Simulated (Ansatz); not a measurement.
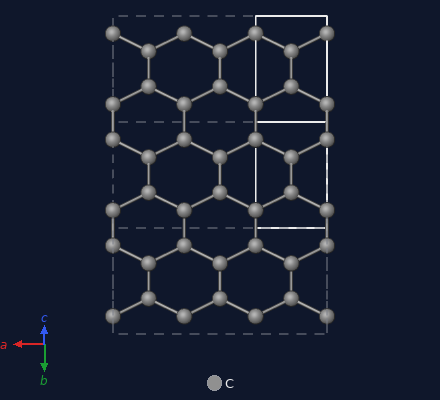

The structure, seen along [011]; the drawing may span several cells.

Given this structure, the end point of a relaxation with Ansatz, DFT r2SCAN, scalar-relativistic, plane waves, PAW; the starting structure was generated, so it need not be a known form of this composition, written in its standard cell:

```
C
1.0
     2.45625    0.00000    0.00000
     0.00000    4.25293    0.00000
     0.00000    0.00000    7.10116
C
8
Cartesian
  1.2281 1.4176 0.0000
  1.2281 2.8353 0.0000
  1.2281 3.5441 3.5506
  1.2281 0.7088 3.5506
  0.0000 1.4176 3.5506
  0.0000 2.8353 3.5506
  0.0000 3.5441 0.0000
  0.0000 0.7088 0.0000
```

Q: What does the kinematic electron diffraction pattern along [011] look like at 300 kV (B = 1 Å²)?

A: The spots form a centred rectangular net with both shortest vectors at d = 2.04 Å, 67.9° apart. They are 1 -1 1 and 1 1 -1. The pattern has symmetry 2mm. The lattice centring (F) removes all reflections that break h + k = 2n, h + l = 2n.

Strongest reflections with d > 0.80 Å, one of each family (|F|² from tabulated Gaussian fits of the electron scattering factors, times a small damping for the curvature of the Ewald sphere):

```csv
hkl,d (Å),I (strongest = 100)
1 1 -1,2.038,100
2 0 0,1.228,79
0 2 -2,1.824,75
1 3 -3,1.090,48
2 2 -2,1.019,9
0 4 -4,0.912,5
```

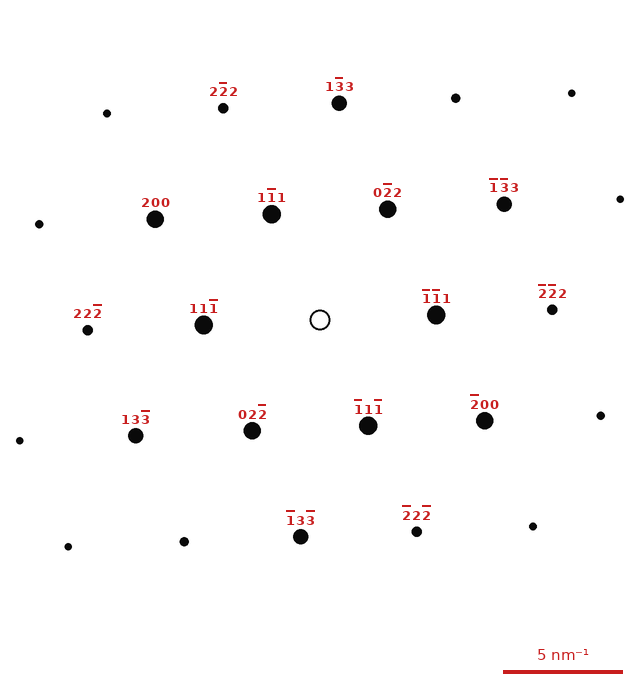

Calculated pattern, seen from the source side with [011] pointing towards the source.
